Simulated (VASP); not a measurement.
```yaml
crystal:
  lattice:
    - [7.52907, 0.00000, 0.00000]
    - [0.00000, 7.52907, 0.00000]
    - [0.00000, 0.00000, 7.52907]
  atoms:
    - { symbol: C, position: [0.16074, 0.71833, 0.79652] }
    - { symbol: C, position: [0.06003, 0.88833, 0.75515] }
    - { symbol: C, position: [0.47274, 0.39255, 0.22683] }
    - { symbol: C, position: [0.38891, 0.56785, 0.28088] }
    - { symbol: C, position: [0.63002, 0.24242, 0.73460] }
    - { symbol: C, position: [0.74885, 0.40493, 0.75639] }
    - { symbol: C, position: [0.16742, 0.98649, 0.25146] }
    - { symbol: C, position: [0.03431, 0.13361, 0.28309] }
    - { symbol: O, position: [0.90255, 0.84373, 0.65308] }
    - { symbol: O, position: [0.20530, 0.53536, 0.32442] }
    - { symbol: O, position: [0.72942, 0.51525, 0.60396] }
    - { symbol: O, position: [0.93009, 0.15415, 0.12272] }
    - { symbol: H, position: [0.81595, 0.93872, 0.67093] }
    - { symbol: H, position: [0.02062, 0.95907, 0.87764] }
    - { symbol: H, position: [0.14456, 0.97983, 0.67557] }
    - { symbol: H, position: [0.28878, 0.75061, 0.85923] }
    - { symbol: H, position: [0.08470, 0.63298, 0.88835] }
    - { symbol: H, position: [0.18898, 0.64170, 0.67469] }
    - { symbol: H, position: [0.15236, 0.64805, 0.35830] }
    - { symbol: H, position: [0.46048, 0.62257, 0.39675] }
    - { symbol: H, position: [0.39790, 0.66425, 0.17012] }
    - { symbol: H, position: [0.61384, 0.41373, 0.19580] }
    - { symbol: H, position: [0.46557, 0.29612, 0.33634] }
    - { symbol: H, position: [0.40657, 0.33661, 0.10885] }
    - { symbol: H, position: [0.79736, 0.62493, 0.62416] }
    - { symbol: H, position: [0.71026, 0.47809, 0.87876] }
    - { symbol: H, position: [0.88901, 0.36217, 0.77290] }
    - { symbol: H, position: [0.64598, 0.15152, 0.84778] }
    - { symbol: H, position: [0.48893, 0.28140, 0.72631] }
    - { symbol: H, position: [0.66395, 0.17223, 0.61002] }
    - { symbol: H, position: [0.86222, 0.26299, 0.13549] }
    - { symbol: H, position: [0.94636, 0.09837, 0.39568] }
    - { symbol: H, position: [0.10248, 0.25924, 0.31540] }
    - { symbol: H, position: [0.24632, 0.96263, 0.37185] }
    - { symbol: H, position: [0.09839, 0.86320, 0.21371] }
    - { symbol: H, position: [0.25987, 0.02082, 0.14365] }
```

Theory: Kohn-Sham DFT of a periodic cell, PBE with D3(BJ), VASP PAW PBE potentials, recommended in VASP.

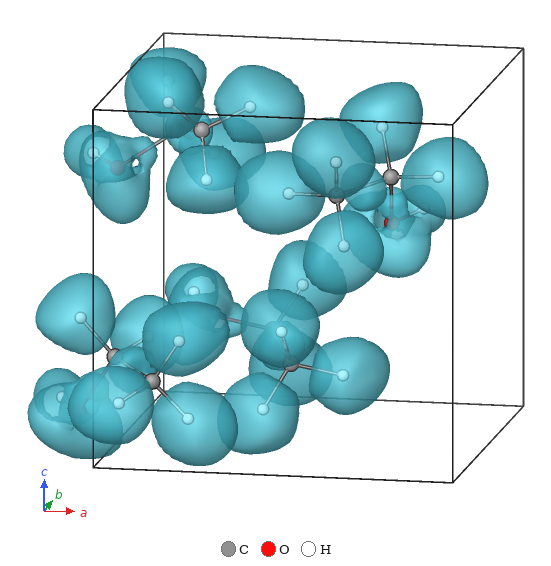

H$_{6}$C$_{2}$O (amorphous cell). Isosurface of the electron localisation function at 0.75 (cyan), seen slightly off an axis. Core shells and regions of very low density are left out. Sticks mark near contacts.

**Where are the electrons localised?**

At this value the surface marks out four regions between bonded C–C atoms (shared pairs), 20 regions around hydrogen nuclei and four joined regions spread over several atoms (H, O), in which their bonds and any lone pairs are merged, counted in one cell of 36 atoms. Any copies at cell faces, edges or corners count once. Along the contacts the grid gives the following. O–H (0.97 Å): the ELF climbs to about 1 towards the hydrogen, as it does in any bond to H (a covalent bond by its length). C–H (1.10 Å): the ELF climbs to about 1 towards the hydrogen; a covalent bond by its length.

**Does the calculation give a band gap?**

It is gapped, with a Kohn–Sham gap of 4.5 eV at the Γ point, the only k-point used.
